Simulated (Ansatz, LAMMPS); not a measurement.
# Zn34Te25S9 with crystalline order left by the classical run (68 atoms) under strain: runs compared

Aim: relax Zn34Te25S9 with crystalline order left by the classical run (68 atoms), then change its volume and shape to read moduli from the stress.

Computed with Ansatz 0.2.0: Kohn-Sham DFT, PBE, PAW (set soft_1), plane waves.

## (1) The cell as built

The cell holds 68 atoms: 34 Zn, 25 Te and 9 S. Cell: a = 12.398 Å, b = 12.398 Å, c = 12.398 Å, α = 90.0°, β = 90.0°, γ = 90.0°. 68 atoms (34 Zn, 25 Te, 9 S) placed at random at 4.97 g/cm³, melted at 2500 K for 10 ps at fixed volume with the Stillinger-Weber II-VI potential (Zhou et al., Phys. Rev. B 88, 085309 (2013)). Quenched from 2500 K to 100 K at 5 K/ps and fixed volume, held 5 ps.

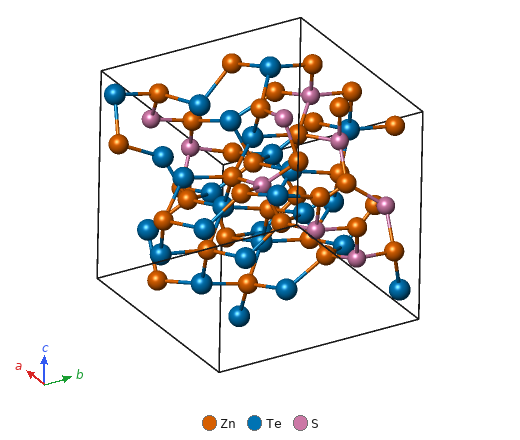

The cell as built. Some periodic images of atoms are drawn too.

Limits known from the start: The quench rate of 5 K/ps is orders of magnitude faster than experiment, which tends to freeze in extra defects. The network of bonds at the start is that of the classical potential that made the cell, and needn't be the one that DFT or experiment would give. The Brillouin zone is sampled at Γ only. Spin–orbit coupling is left out, which matters for the levels of the heavy elements.

## (2) The reference run

The reference is a single point at the end of the relaxation.

Every strained cell starts from the geometry of this run, and its atoms are relaxed with the cell held.

Its input, with most atom lines left out:

```yaml
crystal:
  lattice:
    - [13.06053, 0.17985, 0.77223]
    - [0.17985, 11.47513, -0.237]
    - [0.77223, -0.237, 12.92341]
  atoms:
    - { symbol: Zn, position: [0.64456, 0.33657, 0.19995] }
    - { symbol: Zn, position: [0.50091, 0.54278, 0.9816] }
    - { symbol: Zn, position: [0.03269, 0.39283, 0.7502] }
    - { symbol: Zn, position: [0.10339, 0.52307, 0.45667] }
    - { symbol: Zn, position: [0.631, 0.02065, 0.72329] }
    - { symbol: Zn, position: [0.20691, 0.84922, 0.5363] }
    - { symbol: Zn, position: [0.88193, 0.0675, 0.60001] }
    [... atom lines 8 to 68 left out ...]
kpoints:
  mp_grid: { grid: [1, 1, 1] }
hamiltonian:
  xc: pbe
  pseudopotentials: { kind: paw, azcp: { folder: soft_1 } }
scf:
  occupations: { method: gaussian, width: 0.025 }
output:
  forces: true
  stress: true
  populations: true
  dos:
    method: { smearing: { sigma: 0.08 } }
    de: 0.1
    projected: { site_lists: { S: [S], Te: [Te], Zn: [Zn] } }
  eigenvalues: true
  write_density: true
  write_potential: true
  volumetric_format: npy
  elf: true
```

| Quantity | Value |
| --- | --- |
| free energy per atom | -4345.5025 eV/atom |
| r.m.s. force component | 0.00965 eV/Å |
| pressure | 0.0004928 GPa |

Filled and empty levels are parted by 0.932 eV (at Γ alone); a semilocal functional tends to put such gaps too low. In a disordered cell it changes from sample to sample, and tail or defect levels can set it.

## (3) The runs

Each row is one run, on 4 threads of Arm Neoverse V2, shared host. The free energy is the program's total, comparable only between runs with the same functional, potentials and atoms.

```csv
run,atoms,outcome,"ionic steps, all passes",free energy (eV),time,host memory (GiB)
Single point at the start,68,converged,-,-295488.894,40 s,2.7
Cell and atoms relaxed,68,converged,16,-295494.170,9.7 min,2.9
Single point at the relaxed geometry,68,converged,-,-295494.170,51 s,2.8
Volume -3 %,68,converged,5,-295493.996,2.7 min,2.8
Volume +3 %,68,converged,4,-295494.004,2 min,2.9
Volume -6 %,68,converged,6,-295493.434,2.7 min,2.8
Volume +6 %,68,converged,5,-295493.554,2.8 min,3.0
Volume -10 %,68,converged,14,-295492.158,6.5 min,2.7
Stretched by 1 % along x,68,converged,3,-295494.142,100 s,2.9
Compressed by 1 % along x,68,converged,3,-295494.139,97 s,2.9
Sheared by 2 % in xy,68,converged,5,-295494.133,2.7 min,2.9
```

In some runs the program notes that the SCF threshold is loose for the stress.

## (4) Pressure against volume

Atoms are relaxed at each volume, in the scaled cell.

```csv
volume change (%),volume (Å³/atom),energy change (meV/atom),pressure (GPa),largest move on relaxing (Å),bonds,gap (eV)
-10,25.528,29.58,3.27,1.04,127,0.494
-6,26.663,10.82,2.13,0.27,126,0.692
-3,27.514,2.55,0.99,0.12,126,0.815
+0,28.365,0.00,0.00,-,126,0.932
+3,29.215,2.43,-0.91,0.10,126,0.968
+6,30.066,9.05,-1.62,0.20,126,1.05
```

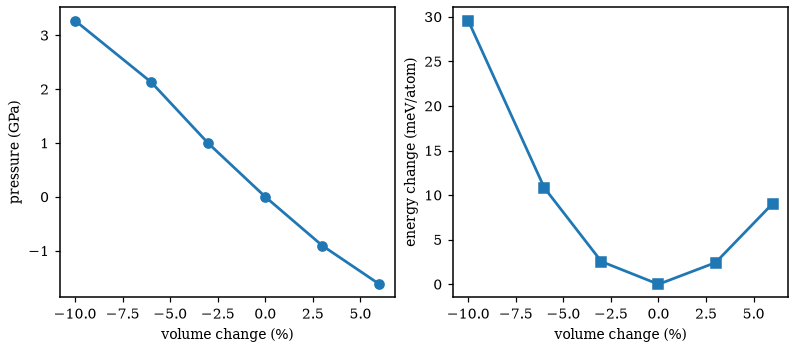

Pressure and energy against volume.

## (5) Uniaxial strain and shear

Stress (GPa, compression positive) less that of the relaxed cell, atoms relaxed:

```csv
strain,xx,yy,zz,xy,energy change (meV/atom)
stretched by 1 % along x,-0.523,-0.200,-0.185,0.003,0.41
compressed by 1 % along x,0.531,0.202,0.206,0.005,0.45
sheared by 2 % in xy,-0.024,0.014,-0.018,-0.314,0.54
```

## (6) Outcome

The bulk modulus, from the slope of pressure against ln V over the three points nearest the relaxed volume, is 31.7 GPa; between neighbouring points the slope runs 26, 36, 33, 31 and 25 GPa from the smallest volume up, without a steady fall, so no pressure derivative is given, and the cell yields more easily when compressed beyond -6 %. The count of bonds runs from 126 to 127 over the series, so at some points contacts cross the cutoffs. At -10 % some atom moved by over 0.5 Å on relaxing, so that point may sit in another local minimum. The gap goes from 0.494 eV at the smallest volume to 1.05 eV at the largest, +3.3 eV per unit of ln V by a straight line, on the run's k-points. In the Cartesian axes of the cell, finite differences give C11 = 52.7, C12 = 20.1, C13 = 19.5 and C66 = 15.7 GPa (the shear of 2 % is the engineering strain, εxy = 0.01). The mean of C11, C12 and C13, which equals the bulk modulus in a cubic or isotropic solid, is 30.8 GPa: it agrees with the bulk modulus within 10 %. For an isotropic solid C66 would equal (C11 − C12)/2 = 16.3 GPa; so small a sample needn't be isotropic, and C66 rests on one shear. With the bulk modulus and C66 as K and G, Young's modulus would be about 40 GPa and Poisson's ratio 0.29.

**Limits.** Strains are finite and relaxations stop at the force tolerance of the input, which can leave moduli too stiff; they are those of a static cell at zero temperature. Volumes are changed with the cell's shape held, so in an anisotropic solid the modulus lies over the one under free hydrostatic load. The program notes that the SCF threshold of the relaxations is loose for the stress.

The DFT runs together took 34 min of wall time.

[Logs are printed without paths, hosts, clocks, repeated set-up lines and the standing remarks that a program may print on its own settings, such as how far it seeks lower states.]

[Hosts, paths, dates, database ids (printed as entryN), source tags and the programs' standing remarks are cut or masked in the printed files.]
